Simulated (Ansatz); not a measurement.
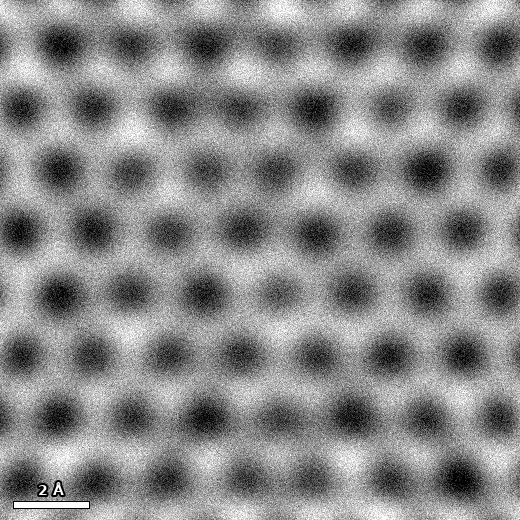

Phase-contrast TEM-like image of Lu (Fm-3m, No. 225) along [111]. Simulated in the weak-phase-object approximation with neutral-atom potentials: 300 kV, Cs = 0.50 mm, defocus −376 Å (negative is underfocus), defocus spread 30 Å, aperture 0.61 1/Å. Shot noise and the speckle of an amorphous layer were added. Atomic positions: the input geometry of an electronic-structure calculation (not necessarily at equilibrium); the starting structure was generated, so it need not be a known form of this composition.

**Do the atom columns appear dark or bright, and why?**

Dark. With positive Cs and underfocus sin χ is negative over the pass band, so the strongest columns (Lu) come out darker than the background.

**What point resolution do these settings give, and which lattice spacings pass?**

About 1.6 Å (0.66 |Cs|^(1/4) λ^(3/4) with λ = 0.0197 Å). The spacings that carry visible contrast are {220} at 1.65 Å.
